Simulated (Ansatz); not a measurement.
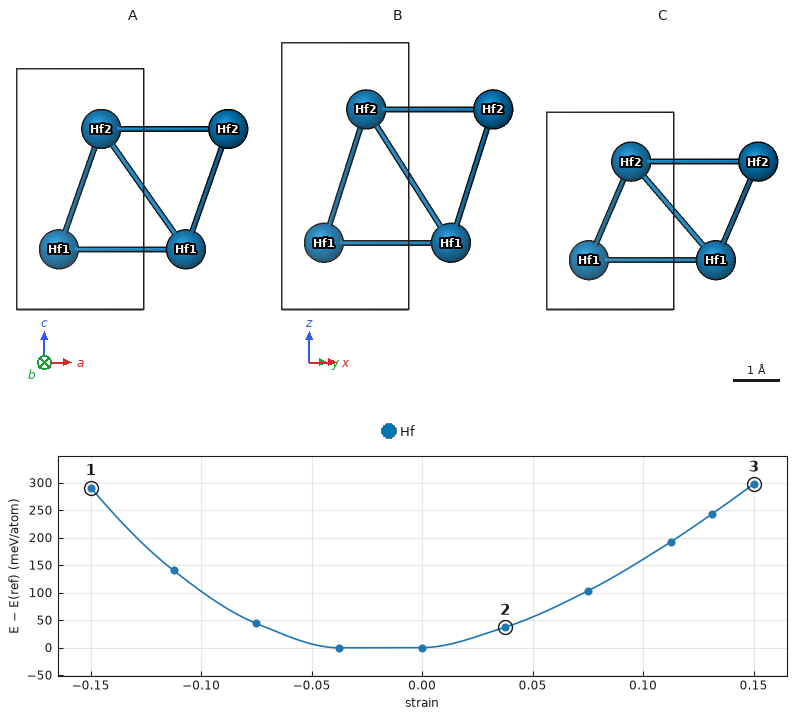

A scan of crystalline Hf (P6_3/mmc): the cell is strained along z alone, with the atoms kept at their fractional coordinates. x, y and z are the Cartesian axes of the input. The frames are shuffled; the numbered points of the plot belong to them. A ball-and-stick model of the cell of the calculation, repeated 2 × 2 × 1 with one cell outlined, seen along the b axis.

These are results of DFT PBEsol, scalar-relativistic, plane waves, PAW (Ansatz 0.2.0), not measurements. (plane-wave cutoff 420 eV; k-point mesh 18 × 18 × 10; occupations gaussian; smearing width 0.15 eV; no spin polarisation). Energies (free energies at the smearing named) are counted from the cell as listed in its source, which wasn't relaxed.

Question: Match the frames to the points.

Answer: Point 1 is frame C (the strain −0.15, 291.2 meV/atom); 2 is frame A (the strain 0.0375, 37.1 meV/atom); 3 is frame B (the strain 0.15, 297.4 meV/atom). Of the computed points the lowest is at the strain −0.0375, −0.3 meV/atom. The end points stand at 291.2 meV/atom (−0.15) and 297.4 meV/atom (0.15). The unrelaxed reference is under a pressure of −3.8 GPa, which tilts the curve. The distortion keeps the space group P6_3/mmc. At the strain −0.15 the cell of the drawing goes c 5.058 → 4.299 Å.
